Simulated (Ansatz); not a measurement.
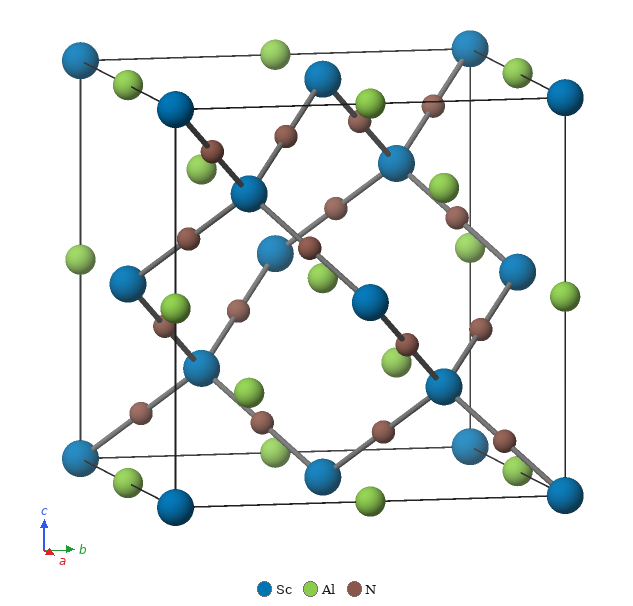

A ball-and-stick rendering, viewed slightly off an axis. Lines trace the edges of the conventional unit cell. Cell: a = 9.39 Å, b = 9.39 Å, c = 9.39 Å, α = 90.00°, β = 90.00°, γ = 90.00°.

Origin of the cell: a random cell made by a generator, so it need not be a real form of the compound. Earlier steps of the study, as a rule a relaxation of our own, may have changed the cell and positions, so they can lie some per cent off the listed ones. Ansatz was used for an electronic-structure calculation on it.

### State composition, symmetry and coordination.

This is ScAlN2. The space group is Fd-3m (No. 227); the lattice is face-centred cubic. One cell contains 8 Sc, 8 Al, 16 N, 32 atoms in all. Around each Sc lie four N in a tetrahedral arrangement at about 2.0 Å. Each N has two Sc in a linear arrangement at about 2.0 Å. The bonds build a three-dimensional framework; Al atoms stand without bonds in the drawing.

Setup: DFT PBE, scalar-relativistic, plane waves, PAW (Ansatz 0.2.0); a cutoff energy of 420 eV, k-points about 0.14 Å⁻¹ apart, Gaussian smearing of 0.1 eV, collinear spins.

### Which atoms carry magnetic moments in this run, and how do they order?

The state reached is ferromagnetic. Sizes: N 0.8 μB; net moment 4.0 μB in the run's cell of 8 atoms.

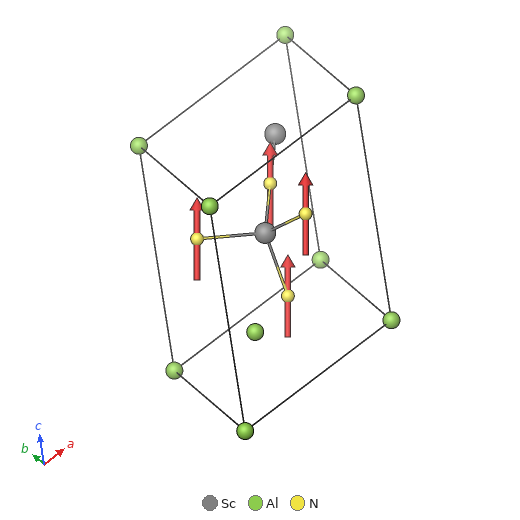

Site moments above 0.25 μB as arrows, small induced ones on non-metal atoms left out (red along the largest or up, blue against, purple across). The run's cell of 8 atoms is drawn, so axes and origin can differ from the first picture.

### What does the calculation say: metal or gapped?

A metal: bands cross the Fermi level.

### Give the Bader charge of each element.

Sc +1.80 e; Al +0.53 e; N -1.17 e.

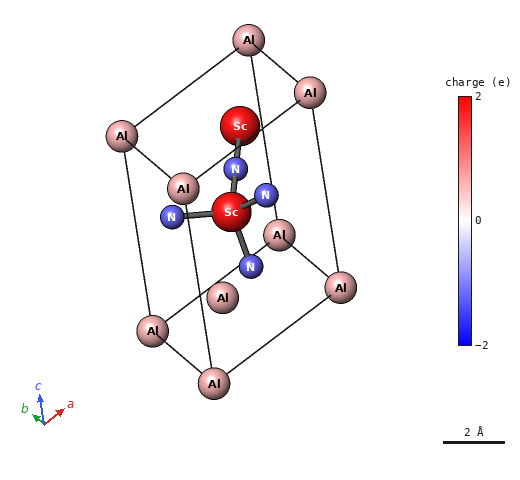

The atoms coloured by those charges. The run's cell of 8 atoms is drawn, so axes and origin can differ from the first picture.

### Has the structure come to rest?

Yes. All forces vanish to within 0.01 eV/Å. The pressure is 0.0 GPa, close to zero.
